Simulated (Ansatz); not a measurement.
System: I.

```yaml
crystal:
  lattice:
    - [2.12524, 2.12426, 0.00000]
    - [-2.12524, 2.12426, 0.00000]
    - [0.00000, 0.00000, 5.42057]
  atoms:
    - { symbol: I, position: [0.00000, 0.00000, 0.00000] }
    - { symbol: I, position: [0.50000, 0.50000, 0.50000] }
```

Space group I4/mmm; a structure from a database of computed crystals, not necessarily the ambient phase; computed pressure about 25 GPa in this cell; computed without spin polarisation.

Theory: DFT PBE, scalar-relativistic, plane waves, PAW in Ansatz.

Q: Predict the valence pseudo-density and electron localisation function between the atoms.

A: I–I (3.00 Å): ρ at the midpoint is about 0.31 e/Å³; the ELF is about 0.40 at the midpoint.

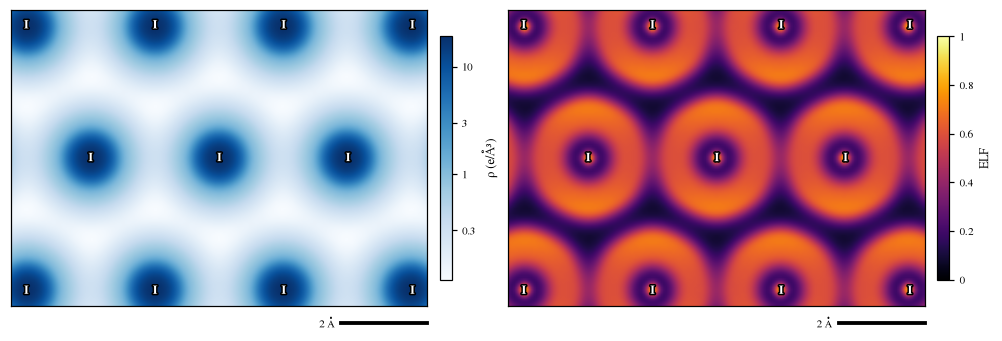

Computed valence pseudo-density and electron localisation function on the (101) plane of the conventional cell, in this order. 

Core electrons are frozen (PAW), and the valence fields are smoothed inside the atomic spheres.
